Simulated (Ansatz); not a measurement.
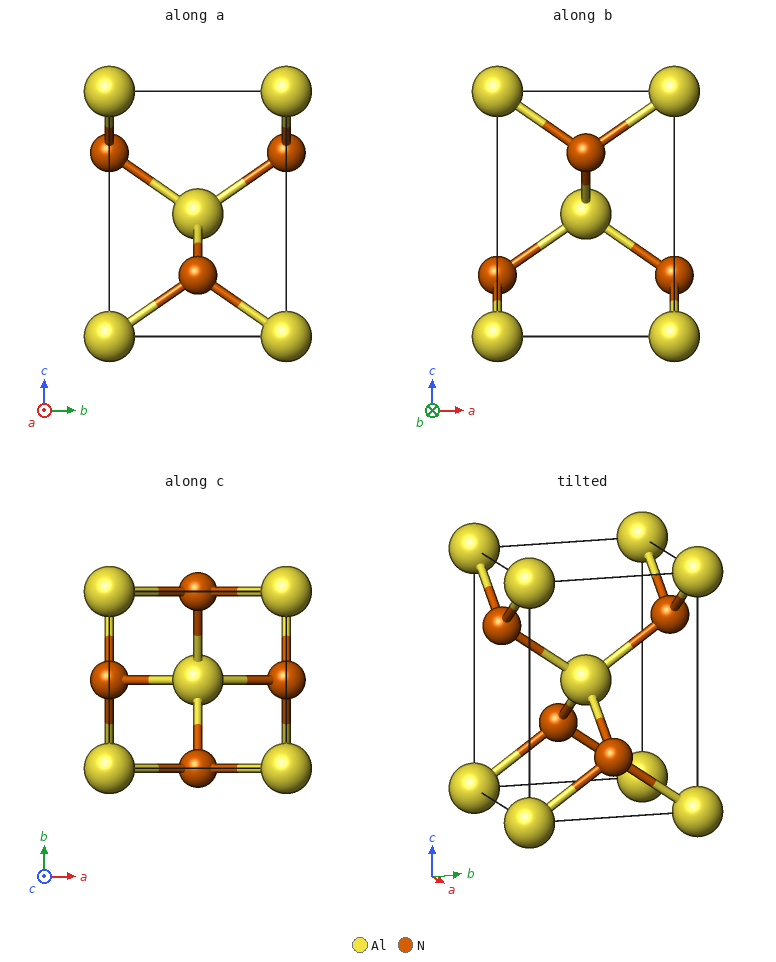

The structure above is drawn in ball-and-stick style and viewed along the a axis, along the b axis, along the c axis and slightly off an axis. Atoms at the boundary of the conventional unit cell (the box) are drawn once for each face, edge or corner they touch.

Lattice parameters: a = 3.121 Å, b = 3.121 Å, c = 4.323 Å, α = 90.00°, β = 90.00°, γ = 90.00°.

**Give the structure in the form of a table of Wyckoff sites.**

Space group I-4m2 (No. 119).
```tsv
atom	site	x	y	z
Al	2a	0.0000	0.0000	0.0000
N	2c	0.5000	0.0000	0.7500
```

The structure was taken from a structure type filled with these elements by a generator (whether the compound takes this form wasn't checked). The cell was then strained or its atoms displaced on purpose. It went into a calculation with Ansatz.
